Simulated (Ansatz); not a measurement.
## PtS$_{2}$: single-point calculation (part 3 of 3)

The same run, continued: PtS$_{2}$ (P-3m1, 6 atoms in the cell); DFT LDA+U+J, non-collinear, scalar-relativistic, plane waves, PAW, U = 5 eV, J = 0.9 eV on Pt atom 1 d; U = 5 eV, J = 0.9 eV on Pt atom 4 d (Ansatz 0.2.0); cutoff 420 eV, 6×6×2 k-mesh, Gaussian smearing of 0.05 eV, non-collinear spins. The structure derives from an entry of the Crystallography Open Database. It belongs to a series of runs on one base structure; here: canted directions held.

Geometry of the input (Å; fractional positions):
```
3.5432  0.0000  0.0000
-1.7716  3.0685  0.0000
0.0000  0.0000  10.0776
Pt 0.0000  0.0000  0.0000
S  0.3333  0.6667  0.1250
S  0.6667  0.3333  0.3750
Pt 0.0000  0.0000  0.5000
S  0.3333  0.6667  0.6250
S  0.6667  0.3333  0.8750
```

## Output, continued
```
  k-point 39: bands = ["-88.2197", "-88.2197", "-88.2197", "-88.2197", "-42.3907", "-42.3907", "-42.3907", "-42.3907", "-42.3739", "-42.3739", "-42.3739", "-42.3739", "-42.3077", "-42.3077", "-42.3077", "-42.3077", "-2.7685", "-2.7685", "-2.7685", "-2.7685", "-2.2035", "-2.2035", "-2.2035", "-2.2035", "2.8039", "2.8039", "2.8039", "2.8039", "4.4440", "4.4440", "4.4440", "4.4440", "4.6308", "4.6308", "4.6308", "4.6308", "5.9803", "5.9803", "5.9803", "5.9803", "6.2113", "6.2113", "6.2113", "6.2113", "6.6329", "6.6329", "6.6329", "6.6329", "7.0816", "7.0816", "7.0816", "7.0816", "7.8460", "7.8460", "7.8460", "7.8460", "8.5904", "8.5904", "8.5904", "8.5904", "12.4268", "12.4268", "12.4268", "12.4268", "12.5216", "12.5216", "12.5216", "12.5216", "15.2822", "15.2822", "15.2822", "15.2822"]
Occupation matrices written to [file]
--- Löwdin populations: 6 sites ---
  site symbol       q [e]
     0     Pt     17.4454
     1      S      6.1686
     2      S      6.1686
     3     Pt     17.4454
     4      S      6.1686
     5      S      6.1686
  spilling = 0.007248 (of n_electrons = 60.000000)
--- Occupation matrices: 2 shells (run DFT+U table (all-electron-ortho-atomic); ε = 2.25e-4) ---
  Pt0 d_5D: site group D3d (-3m)
  Pt0 d_5D spinor Tr n = 8.6992  λ = 0.700 0.700 0.700 0.700 0.983 0.983 0.983 0.983 0.983 0.983  [4× xz 0.32 (Eg 1.00) Eg(1.00) | 2× z2 1.00 (T2g 1.00) A1g(1.00) | 4× x2-y2 0.32 (T2g 1.00) Eg(1.00)]
  specified occupation → Pt0 d_5D spinor: matrix, ‖Δ‖_F = 1.7106, Tr Δ = -2.7992, displaced = 1.9391, d_λ = 1.3609; orbital distance = 2.0000
  Pt3 d_5D: site group D3d (-3m)
  Pt3 d_5D spinor Tr n = 8.6992  λ = 0.700 0.700 0.700 0.700 0.983 0.983 0.983 0.983 0.983 0.983  [4× xz 0.32 (Eg 1.00) Eg(1.00) | 2× z2 1.00 (T2g 1.00) A1g(1.00) | 4× x2-y2 0.32 (T2g 1.00) Eg(1.00)]
  specified occupation → Pt3 d_5D spinor: matrix, ‖Δ‖_F = 1.7106, Tr Δ = -2.7993, displaced = 1.9391, d_λ = 1.3609; orbital distance = 2.0000
  Tr n, λ and their labels are of the run-group-symmetrised matrices; stabiliser: 48 of 48 elements of G0×{1,Θ} up to a turn of all spins (closed), max defect 5.1e-7 at τ = 4.8e-5
```

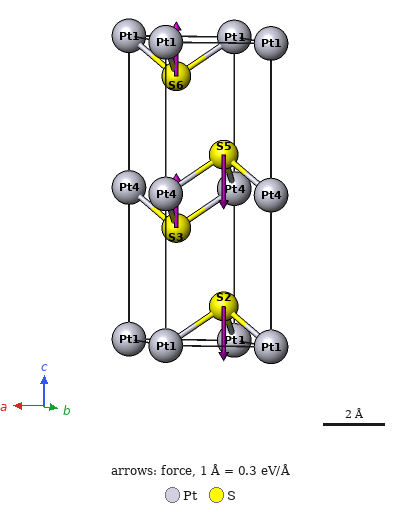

Forces on the atoms as pink arrows (ball-and-stick view of the cell of the calculation, seen at an oblique angle; atoms are numbered from 1 in the order of the input). The largest act on all 4 S atoms (0.55 eV/Å). The geometry is not a stationary point of this energy.

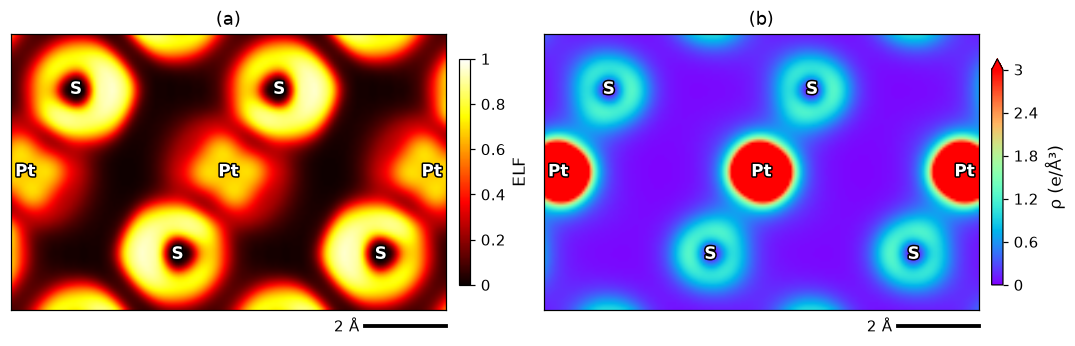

(a) ELF; (b) valence charge density (pseudo) on the (110) plane of the calculation cell. The plane passes through Pt and S nuclei. Pt–S (2.40 Å): ρ at the midpoint is about 0.65 e/Å³; the ELF is about 0.45 at the midpoint. Away from the nuclei the density in this plane falls to 0.02 e/Å³ at its lowest. The strong features right at Pt lie inside the PAW spheres (semicore, d or f shells) and say nothing about bonding. In a PAW calculation such maps are meaningful between the atoms, not at the nuclei.

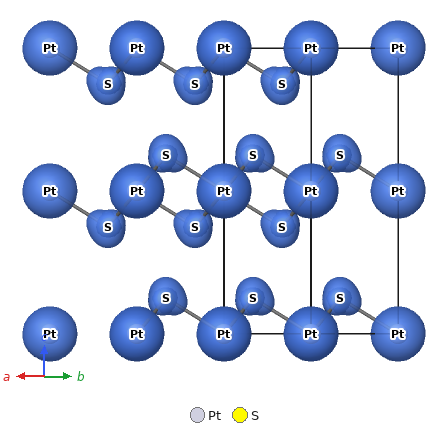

Isosurface of the valence pseudo-density at 1 e/Å³ (blue), seen along [110]. Sticks mark near contacts. The outline is the calculation cell. At this value the density breaks into separate islands; it holds about 55 % of the electrons treated as valence (semicore included). It is pinched off along the Pt–S (2.40 Å) contacts. On the grid the lowest density along these lines, outside the cores, is 0.65 e/Å³ (Pt–S, 2.40 Å).

## Summary

- outcome: converged
- space group (tolerance 0.01 Å): P-3m1 (164)
- electrons treated: 60
- free energy: −27966.6430 eV
- Fermi energy: 10.949 eV
- gap on the k-point mesh: 0.32 eV
- net moment of the cell: 0.00 μB
- integrated absolute moment: 0.00 μB
- pressure: −4.92 GPa
- largest force (length of the vector): 0.549 eV/Å
- wall time: 53 s (CPU time 3.5 min)
- peak memory: 0.98 GiB

Notes on the run: some starting moments were not kept; the typed occupations were not kept; the SCF threshold is looser than advised for the printed stress.
